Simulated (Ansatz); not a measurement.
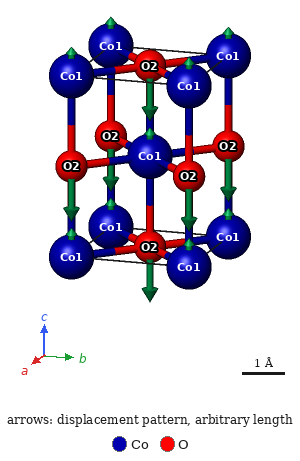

One vibrational mode of solid CoO at the zone centre. The green arrows are the displacements of the atoms (eigenvector over the root of the mass), of arbitrary overall length and sign. A ball-and-stick model of the conventional cell (2 times the calculation's cell), seen slightly off an axis. Lengths and directions refer to the drawn axes.

Level of theory: Ansatz 0.2.0, DFT PBE+U, scalar-relativistic, plane waves, PAW.

The input:
```yaml
crystal:
  lattice:
    - [-1.4988479147, 1.4988479147, 2.2653713856]
    - [1.4988479147, -1.4988479147, 2.2653713856]
    - [1.4988479147, 1.4988479147, -2.2653713856]
  atoms:
    - { symbol: Co, position: [0.0, 0.0, 0.0], spin: 2.84 }
    - { symbol: O, position: [0.5, 0.5, 0.0], spin: 0.26 }
basis:
  ecutwfc: 420
kpoints:
  mp_grid: { grid: [16, 16, 16] }
hamiltonian:
  xc: pbe
  hubbard: { sites: [{ species: Co, l: d, u_eff: 3.32 }] }
scf:
  occupations: { method: gaussian, width: 0.01 }
output:
  eigenvalues: true
  populations: true
magnetization:
  spin_polarized: true
phonons:
  method: dfpt
  eigenvectors: true
```

Command:
```bash
ansatz run input.yaml --threads 1 --pin off --max-ram 3072MiB --backend cpu --events-out ev --progress --plain --runs-dir out
```

Frequencies are those without the non-analytic (LO–TO) term.

Describe the mode and give its frequency.

Answer. This is the A₂u mode at 137 cm⁻¹, the lowest optical level, infrared-active by symmetry. The O sublattice moves against the Co sublattice, along c; it stretches the Co–O bonds (2.27 Å); the kinetic energy is shared as O 79 %, Co 21 %.
